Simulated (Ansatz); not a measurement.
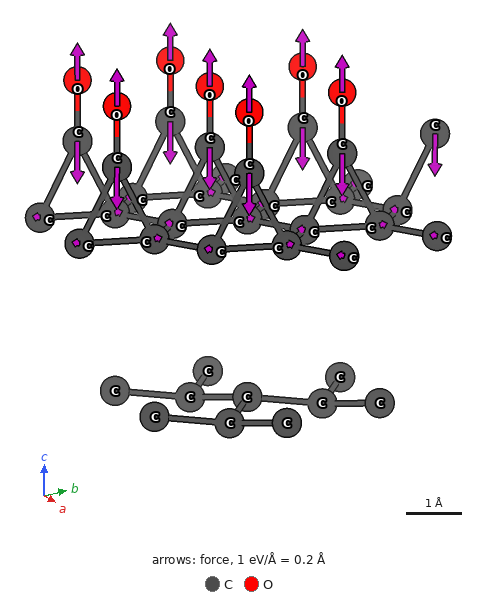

Starting geometry of a slab of composition C₉O (cut from the Fd-3m phase) with the computed forces as purple arrows. A ball-and-stick model of the atoms within 4.2 Å of the atom that moves most (axes of the 3 × 3 repeat of the cell, outlined in the plane, without the vacuum), seen slightly off an axis.

Case: CO put at a bridge C-C site. The slab is the (1 1 1) face of C with CO on it. 4 atoms are held fixed.

The calculation used DFT PBEsol, scalar-relativistic, plane waves, PAW in Ansatz.

Input file:
```yaml
crystal:
  lattice:
    - [2.5129226041, 0.0, 0.0]
    - [-1.2564613021, 2.1762548129, 0.0]
    - [0.0, 0.0, 26.8183263218]
  atoms:
    - { symbol: C, position: [0.3333333333, 0.6666666667, 0.3169474447] }
    - { symbol: C, position: [0.0, 0.0, 0.3360742229] }
    - { symbol: C, position: [0.0, 0.0, 0.3934545574] }
    - { symbol: C, position: [0.6666666667, 0.3333333333, 0.4125813356] }
    - { symbol: C, position: [0.6666666667, 0.3333333333, 0.4824135973] }
    - { symbol: C, position: [0.3333333333, 0.6666666667, 0.4901486748] }
    - { symbol: C, position: [0.3333333333, 0.6666666667, 0.6151167592] }
    - { symbol: C, position: [0.0, 0.0, 0.6151982409] }
    - { symbol: C, position: [0.1666666667, 0.3333333333, 0.6674013495] }
    - { symbol: O, position: [0.1666666667, 0.3333333333, 0.7102824743] }
basis:
  ecutwfc: 420
kpoints:
  mp_grid: { grid: [12, 12, 1] }
hamiltonian:
  xc: pbesol
scf:
  occupations: { method: gaussian, width: 0.05 }
output:
  forces: true
  eigenvalues: true
  write_density: true
  write_potential: true
  elf: true
  volumetric_format: npy
relax:
  adjacent_minimum: "off"
  f_tol: 0.03
  max_steps: 70
  constraints: [{ sites: [0, 1, 2, 3] }]
efield:
  axis: 3
  dipole_correction: true
  ramp_width: 0.04
```

Run as
```bash
ansatz run input.yaml --threads 2 --pin off --max-ram 5120MiB --backend cpu --events-out ev --progress --plain --runs-dir out
```

Question: What follows when this structure is relaxed?

Answer: It isn't relaxed: the largest force vector, on C9, is 4.12 eV/Å. The final displacements have little in common with the starting forces (cosine between the two patterns 0.01). Over 17 geometry steps the energy falls by 3.544 eV per cell of the calculation. The largest force component goes from 4.1 to 0.01 eV/Å. The atom that moves furthest is C7 (1.84 Å along the normal (−c)). By element the largest moves are C 1.84 Å, O 1.41 Å. The cell doesn't change. Among the contacts that change: C6–C7 3.351 → 1.542 Å, C7–C9 1.579 → 2.482 Å, C8–C9 1.577 → 1.470 Å, C7–C8 1.451 → 1.548 Å. New bonds form, among them: C6–C7 (3.35 → 1.54 Å). Bond angles that change, for instance: C7–C8–C9 62.7° → 110.6°, C8–C9–O10 152.6° → 179.9°, C8–C7–C8 120.0° → 108.5°. Cost: 3.8 min on 2 threads of Intel(R) Xeon(R) Platinum 8259CL CPU @ 2.50GHz (Skylake/Cascade Lake), on a shared host, peak memory 0.62 GiB.

Limits of the set-up: the periodic images lie only 2.5 Å apart, so the values are limited by the cell's size.
